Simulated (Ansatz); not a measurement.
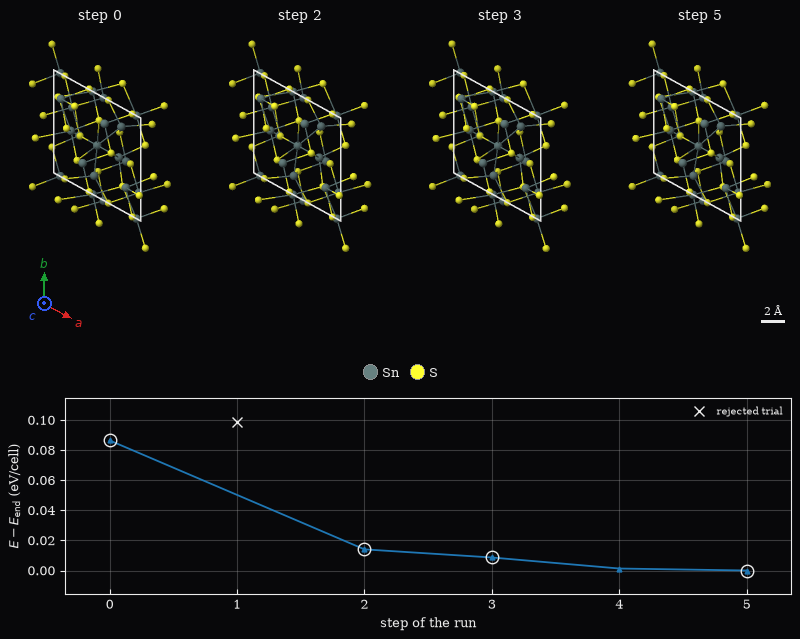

Frames of a relaxation of a defect cell of composition Sn₁₇S₁₆ (cell charge +1), marked on the history of the run. A ball-and-stick model of the cell of the calculation (origin shifted), seen along the c axis.

Case: Sn interstitial, charge +1, atoms relaxed at the host's cell.

Method: DFT PBE, scalar-relativistic, plane waves, PAW in Ansatz. Set-up: plane-wave cutoff 420 eV; k-point mesh 2 × 2 × 2; occupations gaussian; smearing width 0.01 eV; collinear spin; atoms relaxed in a fixed cell; force threshold 0.025 eV/Å; at most 45 steps.

Question: What happens along the run?

Answer: After 4 accepted moves (5 points after the start) the energy has fallen by 86.4 meV per cell of the calculation. The largest force component goes from 0.3 to 0.021 eV/Å. The line search rejected the trial step at point 1 of the run. A Sn atom moves most: 0.15 Å along [2 0 1]. Largest moves by element: Sn 0.15 Å, S 0.14 Å. The cell stays as it was. Among the contacts that change: S–Sn 3.263 → 3.158 Å, S–Sn 3.132 → 3.036 Å, S–Sn 2.926 → 3.014 Å, S–Sn 2.668 → 2.602 Å. Bond angles that change, for instance: S–Sn–Sn 143.6° → 138.0°, Sn–Sn–Sn 90.1° → 95.3°, Sn–S–Sn 107.0° → 111.9°. The program noted that the starting moments weren't kept. Cost: 5 min on 4 threads of Arm Neoverse V1 (shared host), peak memory 4.2 GiB. From step 0 to 2: a Sn atom moves most (0.09 Å), energy −72.4 meV per cell of the calculation. From step 2 to 3: an S atom moves most (0.10 Å), energy −5.4 meV per cell of the calculation. From step 3 to 5: Sn atoms move most (0.05 Å), energy −8.6 meV per cell of the calculation.

```tsv
step	E − E(0), meV/atom	largest force component, eV/Å	note
0	0.00	0.3047	
1	0.38	0.2714	rejected
2	-2.19	0.0605	
3	-2.36	0.0895	
4	-2.58	0.0274	
5	-2.62	0.0213
```

Limits of the set-up: the cell is charged, on a uniform background, and energies carry no finite-size correction.
